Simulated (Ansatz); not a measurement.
## Run report: TiO$_{2}$, geometry relaxation (part 2 of 2)

Continued. System: TiO$_{2}$ (P4₂/mnm, 6 atoms in the cell). Method: DFT r2SCAN, scalar-relativistic, plane waves, PAW, no spin polarisation (Ansatz 0.2.0); cutoff 500 eV, 6×6×10 k-mesh, Gaussian smearing of 0.02 eV. The structure derives from a Materials Project entry.

Geometry of the input (Å; fractional positions):
```
4.5998  0.0000  0.0000
0.0000  4.5998  0.0000
0.0000  0.0000  2.9592
Ti 0.5000  0.5000  0.0000
Ti 0.0000  0.0000  0.5000
O  0.6957  0.6957  0.5000
O  0.8043  0.1957  0.0000
O  0.1957  0.8043  0.0000
O  0.3043  0.3043  0.5000
```

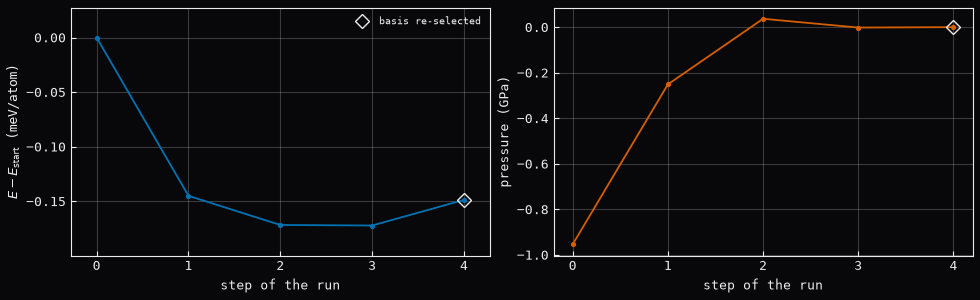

Progress of the relaxation, step by step (the first geometry is step 0 here and step 1 in the log). No atom moves by more than 0.005 Å relative to the cell. The volume changes by −0.3 %, with a = b 4.600 → 4.596 Å (−0.1 %), c 2.959 → 2.954 Å (−0.2 %). The space group stays P4_2/mnm (No. 136). Over 3 geometry steps the energy falls by 0.2 meV per atom. Largest force component: 0.039 eV/Å at the start, 0.0026 eV/Å at the end. The pressure goes from −0.95 to 0.00 GPa. A last SCF at the same geometry on a re-selected plane-wave basis shifts the energy by +0.0 meV per atom. (Atoms are counted from 1 in the order of the input.)

```
basis re-selected at this cell: Δ(F+E_penalty+E_count) = +1.417e-4 eV, ΔP = +0.002 GPa vs the last step (what re-selecting the basis moved, of the pressure what is left beyond the Pulay correction that the steps carried, after the strain that the cell walked since its last selection, with what the two solves' SCF thresholds leave and, on support functions, any second-order correction that the steps lacked; it is no measure of the basis error at this ecutwfc). This SCF's stress stands 3.53e-2 GPa from its target on what of the cell is left free (relax.cell.stress_tol is 5.00e-2 GPa) and its largest allowed force component is 2.62e-3 eV/Å (relax.f_tol is 5.00e-3 eV/Å): within both
SCF converged after 5 iterations
Free energy (F): -7292.577952 eV
Harris-Foulkes:  -7292.577952 eV  (|F-HF|=4.55e-12)
Internal energy: -7292.577952 eV  (E = F + TS)
E sigma→0 (E₀):  -7292.577952 eV
Fermi energy:    9.918516 eV
--- Per-component energies (eV) ---
  E_band       = -440.813571
  E_kinetic    = 1251.134420
  E_local      = -3078.935105  (includes V_loc(G=0)·N_el)
  E_nonlocal   = 191.764503
  E_hartree    = 1170.348849
  E_xc         = -482.936893
  E_vxc        = -693.268473  (∫ρ·V_xc dr)
  E_paw        = -2747.306122  (= ΣΔE_a)
  E_vpaw       = -497.805963  (= ΣTr[D̂ρ^β])
  E_aug_tail   = 0.004759  (compensation charges beyond the density's cutoff)
  E_vtau       = 45.594669  (kinetic-family band-sum trace: ∫τ·v_τ [+ j·A + Jᵃ·Aᵃ] dr)
  E_ewald      = -3596.017685
  E_core_change = -0.634678  (= ΣΔE_core)
  E_smearing   = -0.000000  (= −TS)
  E_closure    = 0.000000  (closes the sum)
  Σ components = -7292.577952   (vs F -7292.577952, Δ=0.00e0)
--- Forces (eV/Å), atoms counted from 1 ---
  atom   1  Ti     0.00000000     0.00000000     0.00000000
  atom   2  Ti     0.00000000    -0.00000000     0.00000000
  atom   3  O      0.00261618     0.00261618     0.00000000
  atom   4  O     -0.00261618     0.00261618     0.00000000
  atom   5  O      0.00261618    -0.00261618     0.00000000
  atom   6  O     -0.00261618    -0.00261618     0.00000000
  max |Σ_I F_I| component: 1.73e-18 eV/Å
--- Stress (GPa, compression-positive) ---
        0.018337       0.000000       0.000000
        0.000000       0.018337       0.000000
        0.000000       0.000000      -0.035257
  P = ⅓ Tr σ = 0.0005 GPa (0.005 kbar)
--- Band table (eV; the first three rows and the last of 60) ---
  k-point 0: bands = ["-50.3502", "-50.3327", "-25.6027", "-25.6027", "-25.4248", "-25.4248", "-25.3774", "-25.3418", "-10.4398", "-9.2904", "-8.5314", "-8.5314", "2.9390", "3.3155", "3.8061", "4.8576", "4.8576", "6.1755", "6.1755", "6.7510", "8.0622", "8.3303", "8.3303", "8.8083", "11.0288", "11.3522", "11.5694", "11.6676", "11.6676", "13.5293"]
  k-point 1: bands = ["-50.3458", "-50.3292", "-25.5906", "-25.5906", "-25.4228", "-25.4228", "-25.4223", "-25.3891", "-10.3332", "-9.2288", "-8.5834", "-8.5834", "3.0862", "3.4270", "3.9241", "4.7382", "4.7382", "6.3927", "6.3927", "6.4447", "7.6436", "8.1330", "8.1330", "8.7559", "11.2803", "11.4455", "11.5034", "11.7920", "11.7920", "13.6682"]
  k-point 2: bands = ["-50.3344", "-50.3202", "-25.5580", "-25.5580", "-25.5380", "-25.5111", "-25.4183", "-25.4183", "-10.0430", "-9.0764", "-8.7190", "-8.7190", "3.4863", "3.7211", "4.2722", "4.5983", "4.5983", "5.7550", "6.7603", "6.7912", "6.7912", "7.6216", "7.6216", "8.5359", "11.3980", "11.6274", "11.7667", "12.1016", "12.1016", "13.4272"]
  k-point 59: bands = ["-50.3002", "-50.3002", "-25.8240", "-25.8240", "-25.4523", "-25.4523", "-25.4291", "-25.4291", "-9.1601", "-9.1601", "-8.8586", "-8.8586", "4.0056", "4.0056", "4.1419", "4.1419", "5.1643", "5.1643", "5.9763", "5.9763", "7.4953", "7.4953", "8.1022", "8.1022", "11.7507", "11.7507", "12.3826", "12.3826", "12.4164", "12.4164"]
--- Relaxed structure (4 steps of the walk, 4 accepted, 1 SCFs on fresh bases) ---
  F+E_penalty+E_count = -7292.57795166 eV   max|allowed force component| = 2.616e-3 eV/Å   (the final SCF, on the basis selected at the relaxed cell)
  cell:  # Å, volume = 62.4113 Å³
    - [4.596447562831299, -2.0915446977797804e-35, 0.0]
    - [-2.0915446977797804e-35, 4.596447562831299, 0.0]
    - [0.0, 0.0, 2.954054521142451]
  atoms:
    - { symbol: Ti, position: [0.49999999999999994, 0.49999999999999994, 0.0] }
    - { symbol: Ti, position: [-5.8926114998250505e-21, -7.856815333100053e-21, 0.49999999999999994] }
    - { symbol: O, position: [0.6953609385589598, 0.6953609385589598, 0.49999999999999994] }
    - { symbol: O, position: [0.80463906144104, 0.1953609385589598, 0.0] }
    - { symbol: O, position: [0.1953609385589598, 0.80463906144104, 0.0] }
    - { symbol: O, position: [0.30463906144104014, 0.30463906144104014, 0.49999999999999994] }
```

**Trajectory as extended XYZ (Å, eV, eV/Å), 5 frames, from step=1 to step=5**
```
6
Lattice="4.5998 0.0000 0.0000 0.0000 4.5998 0.0000 0.0000 0.0000 2.9592" Properties=species:S:1:pos:R:3:forces:R:3 step=1 energy=-7292.57706 pressure_GPa=-0.95
Ti    2.2999    2.2999    0.0000    0.0000   0.0000   0.0000
Ti    0.0000    0.0000    1.4796    0.0000   0.0000   0.0000
O     3.2000    3.2000    1.4796   -0.0395  -0.0395   0.0000
O     3.6997    0.9001    0.0000    0.0395  -0.0395   0.0000
O     0.9001    3.6997    0.0000   -0.0395   0.0395   0.0000
O     1.3998    1.3998    1.4796    0.0395   0.0395   0.0000
6
Lattice="4.5959 0.0000 0.0000 0.0000 4.5959 0.0000 0.0000 0.0000 2.9564" Properties=species:S:1:pos:R:3:forces:R:3 step=2 energy=-7292.57793 pressure_GPa=-0.25
Ti    2.2980    2.2980    0.0000    0.0000   0.0000   0.0000
Ti    0.0000    0.0000    1.4782    0.0000   0.0000   0.0000
O     3.1968    3.1968    1.4782   -0.0197  -0.0197   0.0000
O     3.6971    0.8988    0.0000    0.0197  -0.0197   0.0000
O     0.8988    3.6971    0.0000   -0.0197   0.0197   0.0000
O     1.3992    1.3992    1.4782    0.0197   0.0197   0.0000
6
Lattice="4.5955 0.0000 0.0000 0.0000 4.5955 0.0000 0.0000 0.0000 2.9542" Properties=species:S:1:pos:R:3:forces:R:3 step=3 energy=-7292.57809 pressure_GPa=0.04
Ti    2.2978    2.2978    0.0000    0.0000   0.0000   0.0000
Ti    0.0000    0.0000    1.4771    0.0000   0.0000   0.0000
O     3.1961    3.1961    1.4771   -0.0076  -0.0076   0.0000
O     3.6972    0.8983    0.0000    0.0076  -0.0076   0.0000
O     0.8983    3.6972    0.0000   -0.0076   0.0076   0.0000
O     1.3994    1.3994    1.4771    0.0076   0.0076   0.0000
6
Lattice="4.5964 0.0000 0.0000 0.0000 4.5964 0.0000 0.0000 0.0000 2.9541" Properties=species:S:1:pos:R:3:forces:R:3 step=4 energy=-7292.57809 pressure_GPa=-0.00
Ti    2.2982    2.2982    0.0000    0.0000   0.0000   0.0000
Ti    0.0000    0.0000    1.4770    0.0000   0.0000   0.0000
O     3.1962    3.1962    1.4770    0.0026   0.0026   0.0000
O     3.6985    0.8980    0.0000   -0.0026   0.0026   0.0000
O     0.8980    3.6985    0.0000    0.0026  -0.0026   0.0000
O     1.4003    1.4003    1.4770   -0.0026  -0.0026   0.0000
6
Lattice="4.5964 0.0000 0.0000 0.0000 4.5964 0.0000 0.0000 0.0000 2.9541" Properties=species:S:1:pos:R:3:forces:R:3 step=5 energy=-7292.57795 pressure_GPa=0.00
Ti    2.2982    2.2982    0.0000    0.0000   0.0000   0.0000
Ti    0.0000    0.0000    1.4770    0.0000   0.0000   0.0000
O     3.1962    3.1962    1.4770    0.0026   0.0026   0.0000
O     3.6985    0.8980    0.0000   -0.0026   0.0026   0.0000
O     0.8980    3.6985    0.0000    0.0026  -0.0026   0.0000
O     1.4003    1.4003    1.4770   -0.0026  -0.0026   0.0000
```

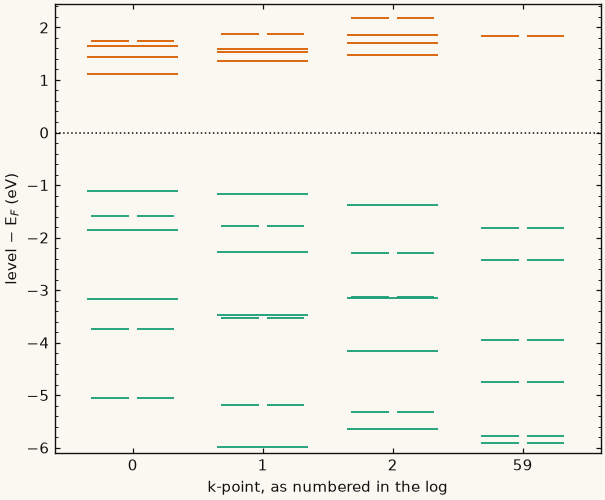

Kohn–Sham levels near the Fermi level (dotted) at the few k-points that the log prints; levels within 0.02 eV of each other stand side by side. Among these points the highest filled and lowest empty levels are 2.22 eV apart, which is the gap on the mesh.
